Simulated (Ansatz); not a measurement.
**Run report: Al15As16 (charge −2), single-point calculation (part 2 of 2)**

The same run, continued: Al15As16 (defect cell, 31 atoms in the cell, total charge −2); DFT, PBE, plane waves, PAW, spin-polarised (Ansatz 0.2.0); cutoff 600 eV, 2×2×2 k-mesh, Gaussian smearing of 0.01 eV, collinear spins. The structure derives from a Materials Project entry.

### Output, continued
```
  k-point 0 ↑: bands = ["-28.7585", "-28.7585", "-28.7585", "-28.7585", "-28.7583", "-28.7583", "-28.7579", "-28.7579", "-28.7579", "-28.7578", "-28.7578", "-28.7578", "-28.7575", "-28.7575", "-28.7575", "-28.7571", "-28.7570", "-28.7570", "-28.7570", "-28.7569", "-28.7569", "-28.7569", "-28.7568", "-28.7568", "-28.7514", "-28.7514", "-28.7514", "-28.7514", "-28.7514", "-28.7514", "-28.7512", "-28.7512", "-28.7511", "-28.7511", "-28.7511", "-28.7509", "-28.7491", "-28.7491", "-28.7491", "-28.7490",
      "-28.7490", "-28.7490", "-28.7487", "-28.7487", "-28.7486", "-28.7486", "-28.7486", "-28.7482", "-28.7440", "-28.7440", "-28.7440", "-28.7440", "-28.7438", "-28.7438", "-28.7437", "-28.7437", "-28.7437", "-28.7437", "-28.7437", "-28.7437", "-28.3687", "-28.3687", "-28.3684", "-28.3684", "-28.3684", "-28.3678", "-28.3678", "-28.3678", "-28.3584", "-28.3580", "-28.3580", "-28.3580", "-28.3576", "-28.3576", "-28.3573", "-28.3573", "-28.3573", "-28.3572", "-28.3572", "-28.3572",
      "-5.4006", "-5.4006", "-5.4006", "-5.1834", "-4.4467", "-4.4467", "-4.4467", "-4.4440", "-4.4440", "-4.4308", "-4.4308", "-4.4308", "-4.0465", "-4.0219", "-4.0219", "-4.0219", "0.7528", "0.7528", "0.7528", "0.8080", "0.8080", "0.8080", "0.8107", "0.8107", "0.8553", "0.8553", "0.8553", "1.8312", "2.4425", "2.4425", "2.4425", "2.8242", "3.0845", "3.0845", "3.0845", "3.1100", "3.1100", "3.1274", "3.1274", "3.1274",
      "3.3195", "3.3195", "3.3195", "4.1123", "4.1174", "4.1174", "4.1174", "4.1735", "4.1900", "4.1900", "4.2439", "4.2439", "4.2439", "4.6925", "4.6925", "4.6925", "5.2632", "5.2632", "5.2632", "5.2938", "5.2938", "5.8822", "5.8822", "5.8822", "8.1558", "8.1558", "8.1558", "8.2258", "8.2258", "8.2353", "8.2353", "8.2353", "8.2751", "8.2751", "8.2751", "8.2977", "8.5403", "8.5403", "8.5403", "8.9704",
      "10.5096", "10.5096", "10.5205", "10.5205", "10.5205", "10.6404", "10.6404", "10.6404", "10.7030", "10.7030", "10.7030", "10.8291", "10.8291", "10.8291", "10.8635"]
  k-point 1 ↑: bands = ["-28.7586", "-28.7585", "-28.7584", "-28.7584", "-28.7584", "-28.7583", "-28.7579", "-28.7579", "-28.7579", "-28.7578", "-28.7578", "-28.7578", "-28.7576", "-28.7575", "-28.7574", "-28.7572", "-28.7572", "-28.7571", "-28.7569", "-28.7569", "-28.7569", "-28.7568", "-28.7568", "-28.7568", "-28.7515", "-28.7514", "-28.7514", "-28.7514", "-28.7513", "-28.7513", "-28.7513", "-28.7513", "-28.7511", "-28.7510", "-28.7510", "-28.7510", "-28.7491", "-28.7491", "-28.7490", "-28.7490",
      "-28.7490", "-28.7489", "-28.7489", "-28.7489", "-28.7486", "-28.7484", "-28.7484", "-28.7484", "-28.7441", "-28.7440", "-28.7440", "-28.7439", "-28.7439", "-28.7438", "-28.7438", "-28.7438", "-28.7437", "-28.7437", "-28.7437", "-28.7436", "-28.3687", "-28.3687", "-28.3684", "-28.3684", "-28.3684", "-28.3678", "-28.3678", "-28.3678", "-28.3584", "-28.3580", "-28.3580", "-28.3580", "-28.3576", "-28.3576", "-28.3573", "-28.3573", "-28.3573", "-28.3572", "-28.3572", "-28.3572",
      "-5.7053", "-5.1068", "-5.0301", "-5.0301", "-4.9564", "-4.6413", "-4.6158", "-4.6158", "-4.5673", "-4.3061", "-4.2387", "-4.2387", "-4.2227", "-3.9483", "-3.8857", "-3.8857", "0.5638", "0.5829", "0.7139", "0.7193", "0.7193", "0.7332", "0.8103", "0.8782", "0.8782", "1.0386", "1.5910", "2.0047", "2.0584", "2.0584", "2.5119", "2.5359", "2.5959", "2.5959", "3.0712", "3.1444", "3.3550", "3.3550", "3.4005", "3.8081",
      "3.8081", "3.8370", "3.8782", "3.8998", "3.8998", "3.9654", "3.9724", "3.9828", "3.9828", "4.0626", "4.2538", "4.2538", "4.4945", "4.7263", "4.7322", "4.8482", "4.8482", "4.9251", "4.9877", "5.1339", "5.1339", "5.4533", "5.7825", "5.7825", "7.5788", "8.2766", "8.2766", "8.3988", "8.6180", "8.6180", "8.6479", "8.8027", "8.9891", "9.0384", "9.1495", "9.2047", "9.2892", "9.2892", "9.3001", "9.3573",
      "9.4399", "9.4687", "9.4687", "9.6496", "9.7240", "9.9035", "9.9035", "10.2932", "10.3319", "10.3319", "10.4029", "10.6679", "10.7172", "10.7172", "10.7873"]
  k-point 0 ↓: bands = ["-28.7570", "-28.7570", "-28.7570", "-28.7569", "-28.7567", "-28.7567", "-28.7563", "-28.7563", "-28.7563", "-28.7562", "-28.7562", "-28.7562", "-28.7559", "-28.7559", "-28.7559", "-28.7554", "-28.7553", "-28.7553", "-28.7553", "-28.7553", "-28.7553", "-28.7553", "-28.7551", "-28.7551", "-28.7508", "-28.7508", "-28.7508", "-28.7507", "-28.7507", "-28.7507", "-28.7505", "-28.7505", "-28.7503", "-28.7503", "-28.7503", "-28.7501", "-28.7478", "-28.7478", "-28.7478", "-28.7478",
      "-28.7478", "-28.7478", "-28.7476", "-28.7476", "-28.7475", "-28.7475", "-28.7475", "-28.7472", "-28.7435", "-28.7434", "-28.7434", "-28.7434", "-28.7432", "-28.7432", "-28.7431", "-28.7431", "-28.7431", "-28.7431", "-28.7431", "-28.7431", "-28.3633", "-28.3633", "-28.3631", "-28.3631", "-28.3631", "-28.3626", "-28.3626", "-28.3626", "-28.3486", "-28.3486", "-28.3486", "-28.3485", "-28.3485", "-28.3478", "-28.3478", "-28.3478", "-28.3455", "-28.3446", "-28.3446", "-28.3446",
      "-5.3907", "-5.3907", "-5.3907", "-5.1631", "-4.4388", "-4.4388", "-4.4388", "-4.4357", "-4.4357", "-4.4227", "-4.4227", "-4.4227", "-4.0037", "-3.9710", "-3.9710", "-3.9710", "0.7590", "0.7590", "0.7590", "0.8154", "0.8154", "0.8154", "0.8200", "0.8200", "0.8677", "0.8677", "0.8677", "1.8539", "2.4533", "2.4533", "2.4533", "2.8356", "3.0930", "3.0930", "3.0930", "3.1238", "3.1238", "3.1349", "3.1349", "3.1349",
      "3.3366", "3.3366", "3.3366", "4.1262", "4.1262", "4.1262", "4.1768", "4.1840", "4.2032", "4.2032", "4.2593", "4.2593", "4.2593", "4.7240", "4.7240", "4.7240", "5.2740", "5.2740", "5.2740", "5.3050", "5.3050", "5.9526", "5.9526", "5.9526", "8.1624", "8.1624", "8.1624", "8.2331", "8.2331", "8.2398", "8.2398", "8.2398", "8.2819", "8.2819", "8.2819", "8.3055", "8.5511", "8.5511", "8.5511", "8.9840",
      "10.5152", "10.5152", "10.5260", "10.5260", "10.5260", "10.6506", "10.6506", "10.6506", "10.7105", "10.7105", "10.7105", "10.8403", "10.8403", "10.8403", "10.8731"]
  k-point 1 ↓: bands = ["-28.7571", "-28.7569", "-28.7569", "-28.7568", "-28.7568", "-28.7567", "-28.7563", "-28.7563", "-28.7563", "-28.7562", "-28.7562", "-28.7562", "-28.7560", "-28.7558", "-28.7557", "-28.7556", "-28.7556", "-28.7554", "-28.7552", "-28.7552", "-28.7552", "-28.7552", "-28.7551", "-28.7551", "-28.7509", "-28.7509", "-28.7507", "-28.7507", "-28.7507", "-28.7507", "-28.7506", "-28.7506", "-28.7503", "-28.7503", "-28.7502", "-28.7502", "-28.7479", "-28.7478", "-28.7478", "-28.7478",
      "-28.7477", "-28.7477", "-28.7477", "-28.7477", "-28.7475", "-28.7473", "-28.7473", "-28.7473", "-28.7435", "-28.7434", "-28.7434", "-28.7433", "-28.7433", "-28.7432", "-28.7432", "-28.7432", "-28.7431", "-28.7431", "-28.7431", "-28.7430", "-28.3633", "-28.3633", "-28.3631", "-28.3631", "-28.3631", "-28.3626", "-28.3626", "-28.3626", "-28.3486", "-28.3486", "-28.3486", "-28.3485", "-28.3485", "-28.3478", "-28.3478", "-28.3478", "-28.3455", "-28.3446", "-28.3446", "-28.3446",
      "-5.6937", "-5.0990", "-5.0190", "-5.0190", "-4.9435", "-4.6321", "-4.6032", "-4.6032", "-4.5554", "-4.2979", "-4.2281", "-4.2281", "-4.1765", "-3.9006", "-3.8428", "-3.8428", "0.5703", "0.5914", "0.7205", "0.7286", "0.7286", "0.7432", "0.8174", "0.8877", "0.8877", "1.0490", "1.6083", "2.0122", "2.0703", "2.0703", "2.5245", "2.5439", "2.6070", "2.6070", "3.0976", "3.1555", "3.3654", "3.3654", "3.4304", "3.8169",
      "3.8169", "3.8426", "3.8873", "3.9077", "3.9077", "3.9772", "3.9869", "3.9983", "3.9983", "4.0798", "4.2748", "4.2748", "4.5158", "4.7409", "4.7770", "4.8627", "4.8627", "4.9401", "5.0039", "5.1474", "5.1474", "5.5242", "5.8545", "5.8545", "7.5847", "8.2847", "8.2847", "8.4054", "8.6261", "8.6261", "8.6561", "8.8159", "9.0005", "9.0457", "9.1553", "9.2108", "9.2968", "9.2968", "9.3073", "9.3646",
      "9.4525", "9.4779", "9.4779", "9.6600", "9.7306", "9.9142", "9.9142", "10.3024", "10.3397", "10.3397", "10.4105", "10.6876", "10.7241", "10.7241", "10.7929"]
```

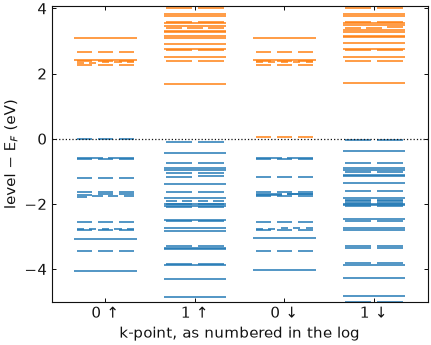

**Figure 1.** Kohn–Sham levels near the Fermi level (dotted) at the few k-points that the log prints; levels within 0.02 eV of each other stand side by side. The system is metallic on the full mesh.

### Summary

| quantity | value |
| --- | --- |
| outcome | converged |
| electrons treated | 287 |
| free energy | −85760.4813 eV |
| Fermi energy | 5.885 eV |
| gap on the k-point mesh | none (metallic) |
| net moment of the cell | 0.50 μB |
| integrated absolute moment | 0.52 μB |
| largest force (length of the vector) | 0.032 eV/Å |
| hardware | 4 threads of Arm Neoverse V1, 24 GiB of memory available, shared host |
| wall time | 55 s (CPU time 3.5 min) |
| peak memory | 3.9 GiB |

### Notes

Settings chosen away from the usual ones: basis.ecutwfc set to 600 eV (from 420).
